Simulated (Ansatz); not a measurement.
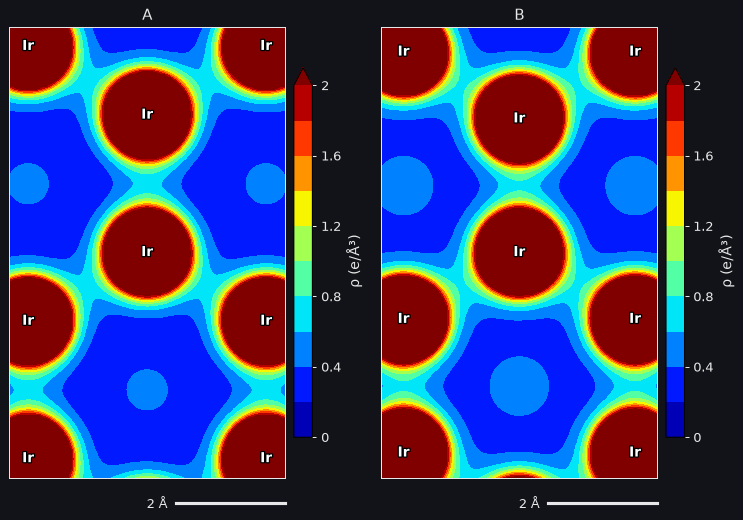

Ir. The valence pseudo-density of two cells that differ in size, on the (001) plane of each (indices in the axes of the calculation cell), at one length scale and on one colour scale; one has 13.5 and the other 14.7 Å³ an atom.

Computed with DFT, r2SCAN, plane waves (500 eV) with PAW, scalar-relativistic in Ansatz 0.2.0.

Core electrons are frozen (PAW), and the valence fields are smoothed inside the atomic spheres.

**Which is the denser cell? Describe the effect of the change.**

Panel B is the smaller cell, by 8 % in volume. From the larger cell to the smaller, Ir–Ir goes from 2.51 to 2.44 Å, and the density at its midpoint from 0.67 to 0.76 e/Å³; the pressure goes from 0.0 to 36 GPa.
